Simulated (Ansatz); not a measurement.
## Electronic structure of Lu in real space

Input

```
crystal:
  lattice:
    - [-1.95410711, 1.95410711, 1.95410711]
    - [1.95410711, -1.95410711, 1.95410711]
    - [1.95410711, 1.95410711, -1.95410711]
  atoms:
    - { symbol: Lu, position: [0.0, 0.0, 0.0] }
hamiltonian:
  xc: pbe
  pseudopotentials: { kind: paw }
  dispersion: d3bj
kpoints:
  mp_grid: { grid: [10, 10, 10] }
scf:
  occupations: { method: tetrahedron }
output:
  forces: true
  stress: true
  write_density: true
  write_potential: true
  elf: true
  volumetric_format: npy
```

Command:

```sh
ansatz run input.yaml --threads 2 --pin off --max-ram 5120MiB --backend cpu --events-out ev --progress --plain --runs-dir out
```

Below, planes, directions and counts refer to the conventional cell (a = 3.91 Å, b = 3.91 Å, c = 3.91 Å, α = 90.00°, β = 90.00°, γ = 90.00°).

Space group Im-3m; a structure from a database of computed crystals, not necessarily the ambient phase; computed pressure about −2 GPa in this cell.

The calculation used Ansatz 0.2.0, Kohn-Sham DFT of a periodic cell, PBE with D3(BJ), Ansatz PAW.

In a PAW calculation such maps are meaningful between the atoms, not at the nuclei.

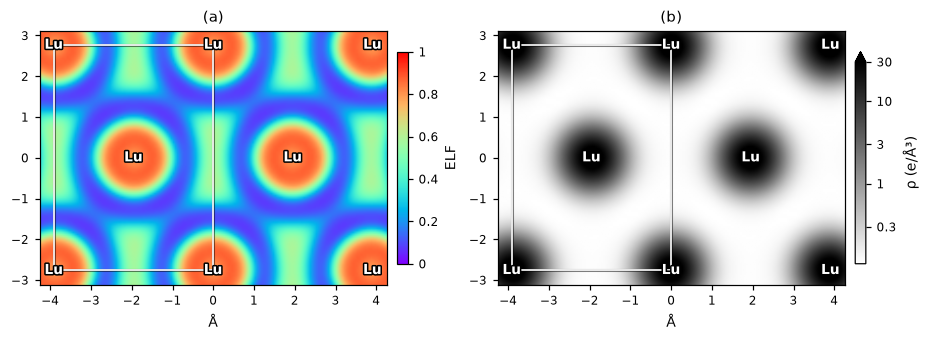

Figure 1. (a) electron localisation function; (b) valence pseudo-density on the (11̄0) plane of the conventional cell.

> Describe what can be read from this map.

Atoms in the plane: Lu. Lu–Lu (3.38 Å): the density is about 0.11 e/Å³ at the midpoint; the ELF is about 0.15 at the midpoint; no localised pair shows between them. Between the atoms the lowest density in this plane is 0.11 e/Å³. The features right at Lu lie inside the PAW spheres, where the map follows smoothed inner orbitals and isn't to be read closely.

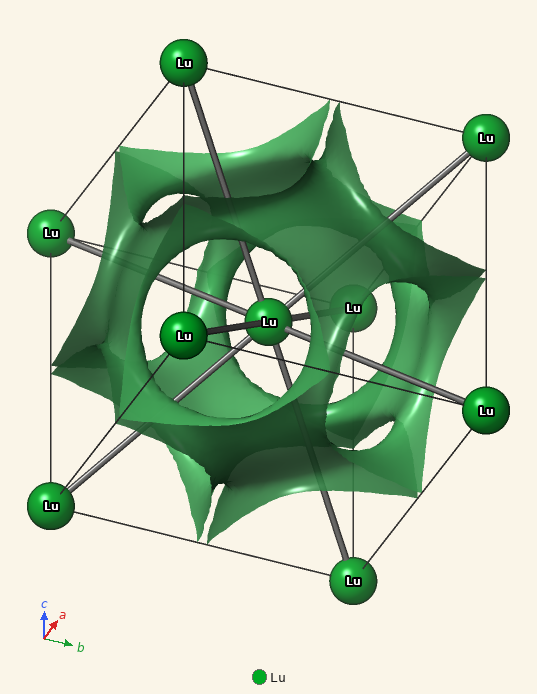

Figure 2. Isosurface of the electron localisation function at 0.55 (green), seen at an oblique angle. Only the valence region is drawn (cores and ρ < 0.01 e/Å³ removed). Sticks mark near contacts.

> Describe the localisation domains.

The ELF exceeds this value in one network that runs through the whole crystal, counted in one cell of 2 atoms. Any copies at cell faces, edges or corners count once. There are no localised bonds or lone pairs at this value.
